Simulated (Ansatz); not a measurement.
# CoO: what the fields show

The calculation's input:

```
crystal:
  lattice:
    - [0.0, 2.1315, 2.1315]
    - [2.1315, 0.0, 2.1315]
    - [2.1315, 2.1315, 0.0]
  atoms:
    - { symbol: Co, position: [0.0, 0.0, 0.0], spin: 2.0 }
    - { symbol: O, position: [0.5, 0.5, 0.5] }
hamiltonian:
  xc: revpbe
  pseudopotentials: { kind: paw }
magnetization:
  spin_polarized: true
kpoints:
  mp_grid: { grid: [11, 11, 11] }
scf:
  occupations: { method: fermi_dirac, width: 0.05 }
output:
  forces: true
  stress: true
  write_density: true
  write_potential: true
  elf: true
  volumetric_format: npy
relax:
  f_tol: 0.01
  max_steps: 40
  cell: { stress_tol: 0.05 }
```

Launched as:

```sh
ansatz run input.yaml --threads 2 --pin off --max-ram 5632MiB --backend cpu --events-out ev --progress --plain --runs-dir out
```

Below, planes, directions and counts refer to the conventional cell (a = 4.28 Å, b = 4.28 Å, c = 4.28 Å, α = 90.00°, β = 90.00°, γ = 90.00°).

The fields are those of the relaxed geometry.

Space group Fm-3m; spin-polarised.

Method: Ansatz 0.2.0, Kohn-Sham DFT of a periodic cell, revPBE, Ansatz PAW.

The density is the valence pseudo-density of a PAW calculation; it isn't the true density close to the nuclei.

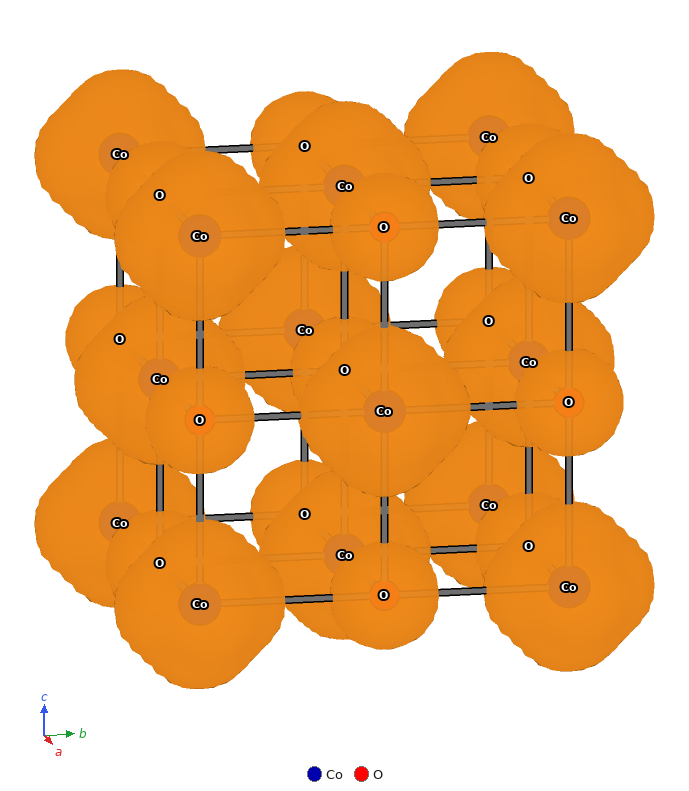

Figure 1. Isosurfaces of the magnetisation density (up minus down) at +0.1 (orange) and −0.1 e/Å³ (purple), seen slightly off an axis. Sticks mark near contacts.

Which atoms carry the moments, and with what signs?

Answer. The spin density sits on Co: +2.5 μB (×4) in one cell of 8 atoms, with smaller moments on O (up to +0.33 μB): parallel moments, as they must be, since the calculation's own cell holds one magnetic site. The cell of the calculation (2 atoms) carries 3.0 μB of net spin moment. Only one sign reaches the isovalue.

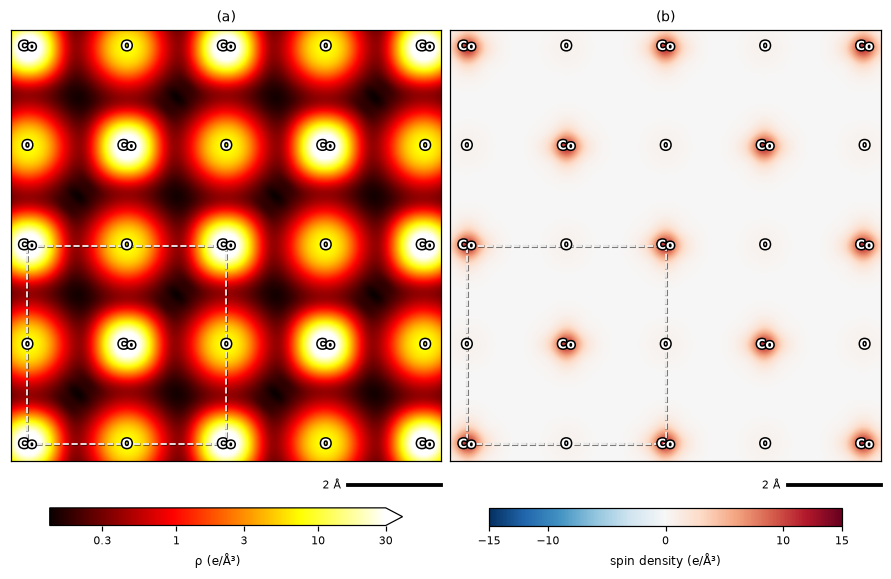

Figure 2. (a) valence charge density (pseudo); (b) spin density (up minus down) on the (010) plane of the conventional cell.

Describe what can be read from this map.

Answer. The plane passes through Co and O nuclei.
Co–O (2.14 Å): ρ at the midpoint is about 0.4 e/Å³.
Between the atoms the lowest density in this plane is 0.13 e/Å³.

Does the calculation give a band gap?

Answer. It is gapless in this calculation (a metal or semimetal); semilocal functionals without U, or without the true magnetic order, often close the gap of such compounds.
